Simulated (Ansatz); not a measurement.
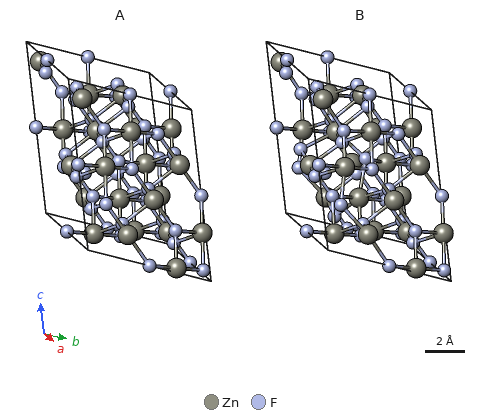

Two geometries of a defect cell of composition Zn16F33, drawn at one scale. One is the start of a relaxation, the other its converged end. The picture is a ball-and-stick view of the cell of the calculation (origin shifted), seen slightly off an axis.

Method: DFT PBE, scalar-relativistic, plane waves, PAW in Ansatz 0.2.0. Set-up: plane-wave cutoff 420 eV; k-point mesh 2 × 2 × 2; occupations gaussian; smearing width 0.01 eV; mesh shifted by (0.5, 0.5, 0.5); collinear spin; atoms relaxed in a fixed cell; force threshold 0.025 eV/Å; at most 45 steps.

### Which one is relaxed?

Structure B is the relaxed one. Case: F interstitial, charge +0, atoms relaxed at the host's cell. Over 5 geometry steps the energy falls by 2.235 eV per cell of the calculation. Largest force component: 2.8 eV/Å at the start, 0.012 eV/Å at the end. The largest moves, 0.44 Å, are those of F atoms. Largest moves by element: F 0.44 Å, Zn 0.06 Å. The cell doesn't change. Among the contacts that change: F–Zn 2.070 → 2.131 Å, F–Zn 2.070 → 2.015 Å, F–Zn 2.066 → 2.107 Å, F–Zn 2.070 → 2.051 Å. Bond angles that change, for instance: F–Zn–F 90.0° → 112.6°, F–Zn–F 180.0° → 163.8°, F–Zn–F 180.0° → 165.9°. The run took 5.8 min on 4 threads of AMD EPYC 7B13 (Zen 3), on a shared host, peak memory 3.3 GiB.
